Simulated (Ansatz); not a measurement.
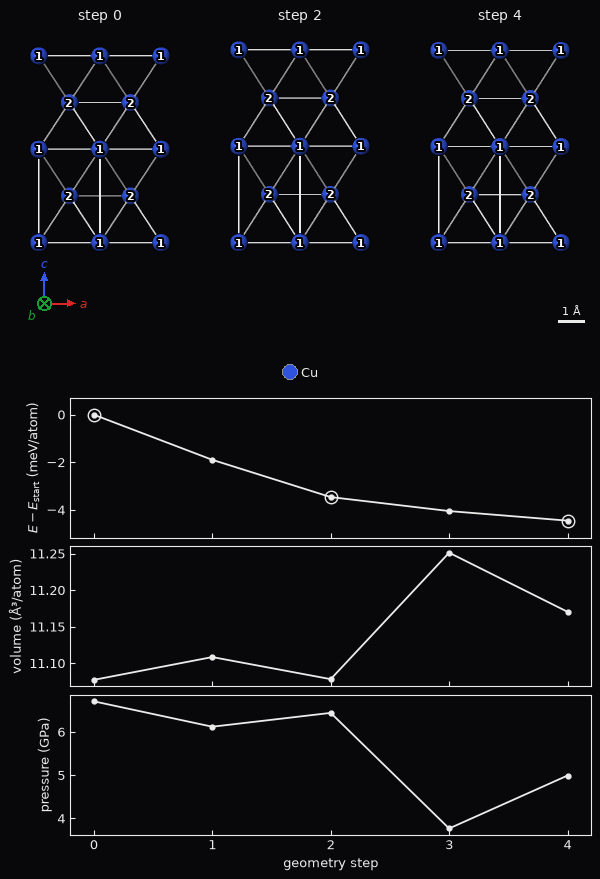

Frames of a relaxation of solid Cu (set up in Immm), marked on the history of the run. The picture is a ball-and-stick view of the cell of the calculation, repeated 2 × 1 × 2 with one cell outlined, seen along the b axis.

Case: uniaxial strain along a of -6.0 %; b, c and atoms relaxed.

Computed with DFT r2SCAN, scalar-relativistic, plane waves, PAW (Ansatz).

Input file:
```yaml
crystal:
  lattice:
    - [1.6810312486, 1.6810312486, 0.0]
    - [-1.8151560822, 1.8151560822, 0.0]
    - [0.0, 0.0, 3.6303121645]
  atoms:
    - { symbol: Cu, position: [0.0, 0.0, 0.0] }
    - { symbol: Cu, position: [0.5, 0.5, 0.5] }
basis:
  ecutwfc: 500
kpoints:
  mp_grid: { grid: [20, 20, 14] }
hamiltonian:
  xc: r2scan
scf:
  occupations: { method: gaussian, width: 0.1 }
output:
  forces: true
  stress: true
  eigenvalues: true
relax:
  adjacent_minimum: "off"
  f_tol: 0.008
  max_steps: 40
  cell: { stress_tol: 0.015, fix: [a, angles] }
```

Launched with:
```bash
ansatz run input.yaml --threads 1 --pin off --max-ram 2560MiB --backend cpu --events-out ev --progress --plain --runs-dir out
```

**What happens along the run?**

The run was cut off at its time limit before the relaxation converged, so the last structure is only a point on the way. The energy falls by 4.5 meV per atom in 4 geometry steps. All forces vanish by symmetry, so only the cell relaxes. The pressure goes from 6.71 to 4.99 GPa. No atom moves by more than 0.005 Å relative to the cell. The drawn cell changes as follows: a unchanged at 2.377 Å, b 2.567 → 2.516 Å (−2.0 %), c 3.630 → 3.735 Å (+2.9 %); the volume changes by +0.8 %. Among the contacts that change: Cu1–Cu1 2.567 → 2.516 Å, Cu1–Cu2 2.521 → 2.546 Å. The space group stays Immm (No. 71). Cost: 5.8 min on 1 thread of Arm Neoverse V1, on a shared host, peak memory 0.78 GiB. From step 0 to 2: energy −3.5 meV per atom. From step 2 to 4: volume +0.8 %, energy −1.0 meV per atom.

| step | E − E(0), meV/atom | pressure, GPa | volume, Å³/atom |
| --- | --- | --- | --- |
| 0 | 0.00 | 6.71 | 11.077 |
| 1 | -1.90 | 6.12 | 11.108 |
| 2 | -3.46 | 6.44 | 11.078 |
| 3 | -4.05 | 3.77 | 11.251 |
| 4 | -4.45 | 4.99 | 11.170 |
